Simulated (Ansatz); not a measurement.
# Run report: CuO, band-structure calculation

CuO (4 atoms in the cell), computed with DFT PBE, scalar-relativistic, plane waves, PAW, no spin polarisation (Ansatz 0.2.0).

The structure derives from an entry of the Crystallography Open Database. Figures and captions count atoms from 1; the log counts them from 0 in places.

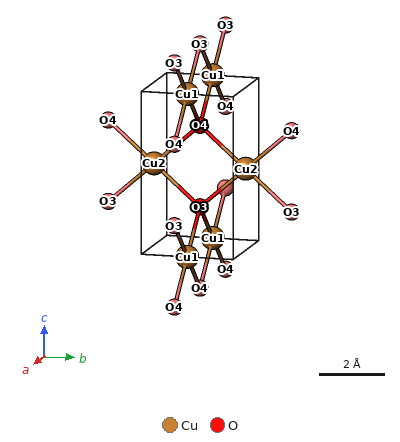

Fig. 1: The input geometry (ball-and-stick view of the cell of the calculation, seen slightly off an axis; neighbours outside the cell are drawn fainter; atoms are numbered from 1 in the order of the input). An atom can appear more than once, as a periodic image. Near neighbours in the periodic cell (some may lie outside the picture): Cu has 4 O at 1.96 Å; O has 4 Cu at 1.96 Å.

**Key numbers**

| quantity | value |
| --- | --- |
| outcome | converged |
| space group (tolerance 0.01 Å) | Cccm (66) |
| electrons treated | 50 |
| free energy | −14382.5704 eV |
| Fermi energy | 10.698 eV |
| gap on the k-point mesh | none (metallic) |
| pressure | 0.00 GPa |
| largest force (length of the vector) | under 0.001 eV/Å |
| hardware | 1 thread of Intel Xeon @ 2.50GHz (Skylake/Cascade Lake), 189 GiB of memory available, shared host |
| wall time | 5.1 min |
| peak memory | 1.3 GiB |

**Notes**

The run has no spin polarisation, so a magnetic state may lie lower.

**Input file**
```yaml
crystal:
  lattice:
    - [2.0814198443, -2.082418997, 0.1629647992]
    - [2.0814198443, 2.082418997, 0.1629647992]
    - [-0.4035310904, 0.0, 5.1352739957]
  atoms:
    - { symbol: Cu, position: [0.0, 0.5, 0.0] }
    - { symbol: Cu, position: [0.5, 0.0, 0.5] }
    - { symbol: O, position: [0.5000828534, 0.4999171466, 0.25] }
    - { symbol: O, position: [0.4999171466, 0.5000828534, 0.75] }
basis:
  ecutwfc: 420
kpoints:
  mp_grid: { grid: [14, 14, 8] }
  band_path:
    path:
      - [[0.0, 0.0, 0.0], [-0.49871544, 0.49871544, 0.0]]
      - [[-0.50128456, -0.49871544, 0.0], [-0.5, -0.5, 0.0], [0.0, 0.0, 0.0], [-0.5, -0.5, 0.5], [-0.50134171, -0.49865829, 0.5]]
      - [[-0.49865829, 0.49865829, 0.5], [0.0, 0.0, 0.5], [0.0, 0.0, 0.0]]
      - [[-0.5, 0.0, 0.5], [0.0, 0.0, 0.0], [-0.5, 0.0, 0.0]]
    npoints: 14
hamiltonian:
  xc: pbe
scf:
  occupations: { method: gaussian, width: 0.1 }
  n_extra_bands: 10
output:
  forces: true
  stress: true
  eigenvalues: true
  populations: true
  dos: { projected: true, de: 0.02, nscf_kmesh: { grid: [21, 21, 12] } }
  bader: true
  write_density: true
  write_potential: true
  elf: true
  volumetric_format: npy
```

Launched with:
```bash
ansatz run input.yaml --threads 1 --pin off --max-ram 2560MiB --backend cpu --events-out ev --progress --plain --runs-dir out
```

**Output**
```
scf.n_extra_bands = 10 over 25 filled bands (N_el = 50.0): the run solves 35 bands
Engine: ansatz 0.2.0, x86_64-unknown-linux-gnu
Pseudopotentials: kind: paw
Pseudopotential: Cu, paw, valence charge 19, recommended cutoff 420 eV (normal), Cu.paw.azcp
Pseudopotential: O, paw, valence charge 6, recommended cutoff 420 eV (normal), O.paw.azcp
Functional definition: PBE
  parameter kappa = 0.804
  parameter beta = 0.06672455060314922
  exchange = pbe_x(kappa = kappa, mu = beta*pi^2/3)
  correlation = pbe_c(beta = beta)
Crystal: 4 atoms, lattice volume = 44.790 Å³
Basis set: ecut = 420 eV, 845 PW (Γ), exchange–correlation on 40×40×72 points (8 copies of the dense FFT grid, shifted against one another)
Bands: 35, of which v1, the nominal top of the filled ones, is band 25 counted from 1 (24 counted from 0)
Symmetry: 4 space group operations
Space group: C2/c (ITA 15), of the structure as read, at distance tolerance 3.6e-5 Å
k-points: 429 of 1568
Non-local potential: Cu, projectors of the file, l = 0: 3, l = 1: 2, l = 2: 3, l = 3: 1
Non-local potential: O, projectors of the file, l = 0: 2, l = 1: 2, l = 2: 1
PAW form: soft (Blöchl's): semilocal exchange-correlation on the pseudo side does not see the compensation charge
PAW one-centre angular grid: Cu, 590 points (default); XC on 64 Gauss nodes
PAW one-centre angular grid: O, 110 points (default); XC on 64 Gauss nodes
Initial density: superposition of atomic densities (neutral atoms: chi_scale 0, normalization atom), corrected by the library's trained network
Initial wavefunctions: pseudopotential atomic-orbital guess
Functional: x = pbe(κ = 0.804, μ = 0.2195149727645171), c = pbe(β = 0.06672455060314922)
SCF iter   1: F=—  HF=-14382.571046 eV  |F-HF|=—  |Δ(HF+E_count)|=         —  Δρ=5.59e-3  dr2=4.53e-3  ethr=1.77e-3  ⟨swp⟩=4.9  Hψ=55079  notcnv=0  defer=173
preconditioner: auto → LDOS  [metal: Δε(μ)=0.008 eV  Ē_g=15.201 eV  σ=0.100 eV  W_gap=0.05  n_scr=16 (ndim 8)  ℏωp=32.4 eV  f_vac=0.049  D(μ)=2.55/eV (n_scr^D=20)  β→1.0]
SCF iter   2: F=—  HF=-14382.570608 eV  |F-HF|=—  |Δ(HF+E_count)|=   4.38e-4  Δρ=1.62e-3  dr2=4.80e-4  ethr=9.07e-6  ⟨swp⟩=2.0  Hψ=25395  notcnv=0  defer=333
SCF iter   3: F=—  HF=-14382.570525 eV  |F-HF|=—  |Δ(HF+E_count)|=   8.23e-5  Δρ=5.90e-4  dr2=9.57e-5  ethr=9.60e-7  ⟨swp⟩=2.0  Hψ=20942  notcnv=0  defer=333
SCF iter   4: F=—  HF=-14382.570382 eV  |F-HF|=—  |Δ(HF+E_count)|=   1.43e-4  Δρ=5.67e-4  dr2=9.12e-5  ethr=1.91e-7  ⟨swp⟩=2.0  Hψ=24339  notcnv=0  defer=333
SCF iter   5: F=—  HF=-14382.570369 eV  |F-HF|=—  |Δ(HF+E_count)|=   1.38e-5  Δρ=2.92e-4  dr2=2.32e-5  ethr=1.82e-7  ⟨swp⟩=1.0  Hψ=13619  notcnv=0  defer=333
SCF iter   6: F=—  HF=-14382.570364 eV  |F-HF|=—  |Δ(HF+E_count)|=   4.26e-6  Δρ=7.96e-5  dr2=1.74e-6  ethr=4.63e-8  ⟨swp⟩=2.2  Hψ=16681  notcnv=0  defer=333
SCF iter   7: F=-14382.570364 eV  HF=-14382.570364 eV  |F-HF|=3.55e-8  |Δ(HF+E_count)|=   2.88e-7  Δρ=1.14e-5  dr2=3.62e-8  ethr=2.00e-10  ⟨swp⟩=9.8  Hψ=105329  notcnv=0
SCF 1 converged in 7 iterations: F = -14382.570364 eV  dr2 = 3.62e-8
  greatest PAW one-centre occupation: 1.000 electrons in one spin orbital (limit 2), on the Cu atom at site 1 (counted from 0), in its partial waves of l = 0
```

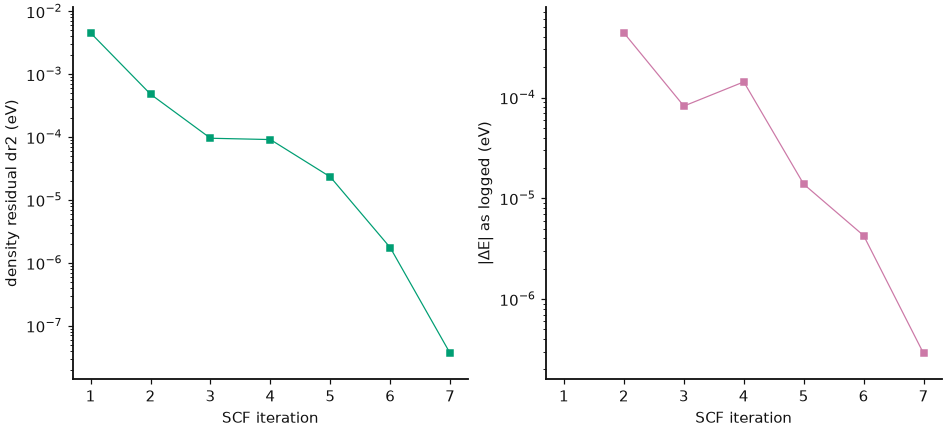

Fig. 2: Convergence of the self-consistent field: density residual dr2 and size of the energy change against the SCF iteration. The residual falls at every step.

```
NSCF: frozen V_eff on 130 k-points
NSCF: frozen V_eff on 1397 k-points
SCF converged after 7 iterations
Free energy (F): -14382.570364 eV
Harris-Foulkes:  -14382.570364 eV  (|F-HF|=3.55e-8)
Internal energy: -14382.557429 eV  (E = F + TS)
E sigma→0 (E₀):  -14382.563897 eV
Entropy (-TS):   -0.012935 eV (-3.234 meV/atom)
Fermi energy:    10.698316 eV
--- Per-component energies (eV) ---
  E_band       = -934.362158
  E_kinetic    = 941.020136
  E_local      = -10195.967110  (includes V_loc(G=0)·N_el)
  E_nonlocal   = 876.020984
  E_hartree    = 4412.996564
  E_xc         = -323.247780
  E_vxc        = -414.858460  (∫ρ·V_xc dr)
  E_paw        = -3637.432097  (= ΣΔE_a)
  E_vpaw       = -966.555167  (= ΣTr[D̂ρ^β])
  E_aug_tail   = 0.005529  (compensation charges beyond the density's cutoff)
  E_ewald      = -6455.953655
  E_smearing   = -0.012935  (= −TS)
  E_closure    = -0.000000  (closes the sum)
  Σ components = -14382.570364   (vs F -14382.570364, Δ=0.00e0)
--- Forces (eV/Å), atoms counted from 1 ---
  atom   1  Cu     0.00000000     0.00000000     0.00000000
  atom   2  Cu    -0.00000000    -0.00000000    -0.00000000
  atom   3  O     -0.00000000     0.00022686     0.00000000
  atom   4  O      0.00000000    -0.00022686    -0.00000000
  max |Σ_I F_I| component: 1.01e-28 eV/Å
--- Stress (GPa, compression-positive) ---
       -0.019170      -0.000000      -0.000098
       -0.000000       0.022111       0.000000
       -0.000098       0.000000       0.007446
  P = ⅓ Tr σ = 0.0035 GPa (0.035 kbar)
--- Band table (eV; the first three rows and the last of 429) ---
  k-point 0: bands = ["-102.0054", "-102.0051", "-59.4996", "-59.4996", "-59.4656", "-59.4603", "-59.1623", "-59.1623", "-9.0812", "-7.7775", "2.6274", "5.2866", "5.2918", "6.9949", "7.2249", "7.2253", "7.4444", "7.7391", "8.2334", "8.3220", "8.3241", "8.3406", "8.4309", "8.8002", "11.3511", "11.3572", "12.0363", "16.7185", "17.8997", "23.7920", "25.0140", "25.0169", "25.3322", "26.3941", "26.4355"]
  k-point 1: bands = ["-102.0054", "-102.0051", "-59.4996", "-59.4996", "-59.4654", "-59.4605", "-59.1623", "-59.1623", "-9.0398", "-7.8383", "2.7808", "5.2920", "5.2969", "6.9891", "7.1454", "7.1455", "7.4278", "7.4451", "8.2888", "8.3440", "8.4275", "8.4489", "8.4512", "8.7619", "11.2842", "11.2900", "12.2589", "16.2172", "18.5353", "23.8426", "25.0829", "25.0927", "25.0938", "26.3789", "26.3823"]
  k-point 2: bands = ["-102.0054", "-102.0052", "-59.4996", "-59.4996", "-59.4649", "-59.4611", "-59.1623", "-59.1623", "-8.9192", "-8.0050", "3.2205", "5.3052", "5.3090", "6.5485", "6.9931", "6.9931", "7.1872", "7.4411", "8.3342", "8.3537", "8.4176", "8.6612", "8.7306", "8.7332", "11.1071", "11.1121", "12.7900", "15.4794", "19.6528", "23.9983", "24.4309", "25.2948", "25.2957", "25.9028", "26.3394"]
  k-point 428: bands = ["-102.0043", "-102.0043", "-59.5100", "-59.5100", "-59.4610", "-59.4610", "-59.1705", "-59.1705", "-7.7550", "-7.7550", "4.8881", "4.8881", "5.0151", "5.0151", "5.3233", "5.3233", "7.8297", "7.8297", "8.3574", "8.3574", "8.8019", "8.8019", "9.2836", "9.2836", "10.1751", "10.1751", "14.6467", "14.6467", "20.9831", "20.9831", "22.0375", "22.0375", "26.0636", "26.0636", "26.8597"]
--- Löwdin populations: 4 sites ---
  site symbol       q [e]
     0     Cu     18.0142
     1     Cu     18.0142
     2      O      6.8759
     3      O      6.8759
  spilling = 0.004396 (of n_electrons = 50.000000)
--- Bader charges: 4 sites ---
  site symbol  charge [e]  shift [e]
     0     Cu      0.9730     0.0062
     1     Cu      0.9730     0.0062
     2      O     -0.9730     0.0062
     3      O     -0.9730     0.0062
  estimated error of the sums over rays = 2.4e-4 e
```

**File bader_charges.tsv**
```
# site	symbol	x_ang	y_ang	z_ang	partial_charge_e	electrons	volume_ang3	relative_density_drop	shared_charge_e	partial_wave_shift_e
# quadrature_error_electrons = 2.4e-4
0	Cu	1.0407	1.0412	0.0815	0.97299	28.02701	11.33	-	0.97299	0.00619
1	Cu	0.8389	-1.0412	2.6491	0.97300	28.02700	11.33	-	0.97300	0.00619
2	O	1.9805	-0.0003	1.4468	-0.97300	8.97300	11.07	-	-0.97300	0.00619
3	O	1.7788	0.0003	4.0144	-0.97298	8.97298	11.07	-	-0.97298	0.00619
```

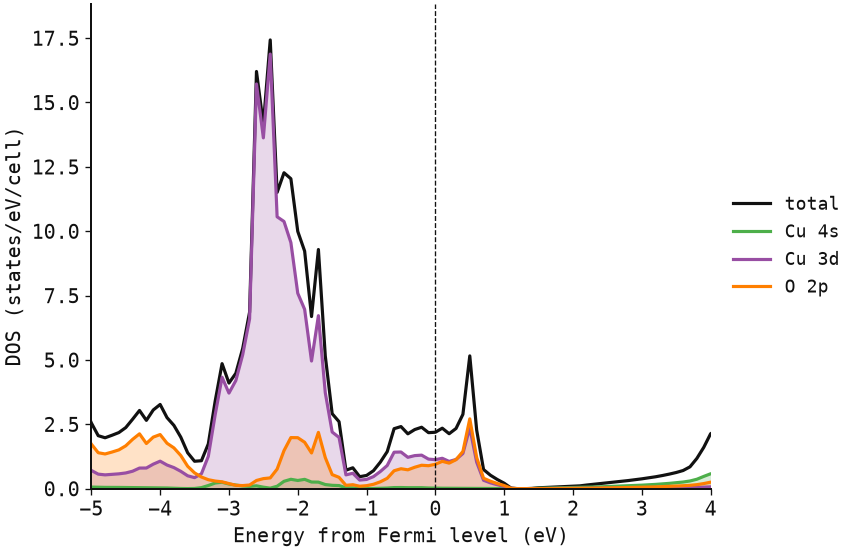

Fig. 3: Density of states (projected on Löwdin-orthogonalised atomic shells), with energies from the Fermi level. There are states at the Fermi level: a metal at this level of theory.

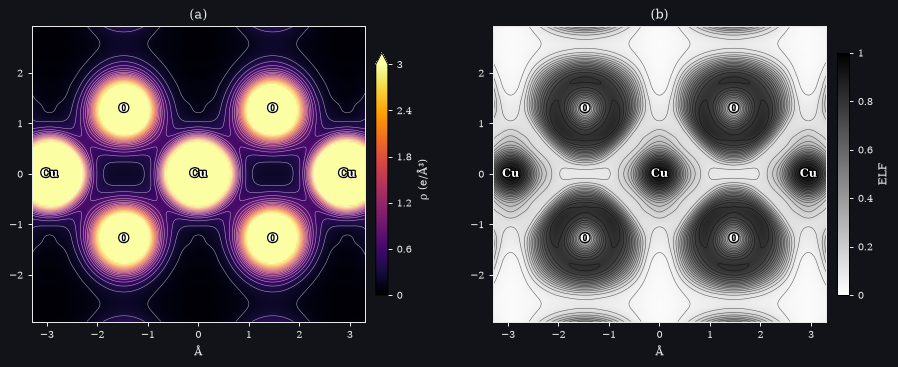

Fig. 4: (a) valence charge density (pseudo); (b) ELF on the (100) plane of the conventional cell. Atoms in the plane: Cu and O. Cu–O (1.96 Å): ρ is about 0.64 e/Å³ halfway; the ELF is about 0.20 at the midpoint; no shared pair; the contact is polar. Away from the nuclei the density in this plane falls to 0.03 e/Å³ at its lowest. The strong features right at Cu lie inside the PAW spheres (semicore, d or f shells) and say nothing about bonding. Core electrons are frozen (PAW), so the fields are smoothed inside the atomic spheres.

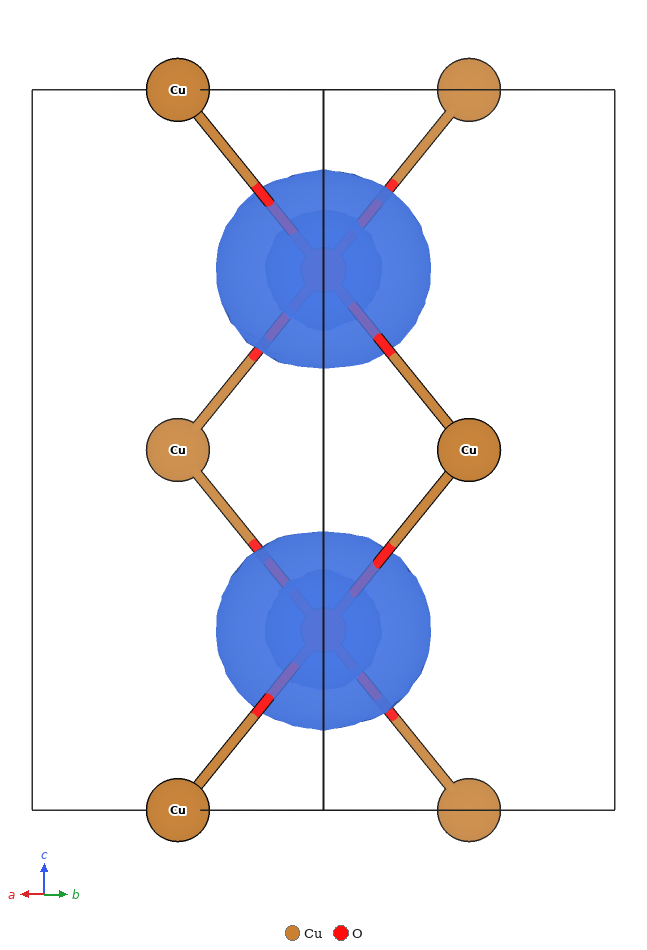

Fig. 5: Isosurface of the electron localisation function at 0.75 (blue), seen along [110]. Core shells and regions of very low density are left out. Sticks mark near contacts. The outline is the cell set on symmetry axes. Values along the shortest contacts: Cu–O (1.96 Å): the ELF is about 0.20 at the midpoint; a polar contact without a shared pair, in a metal.
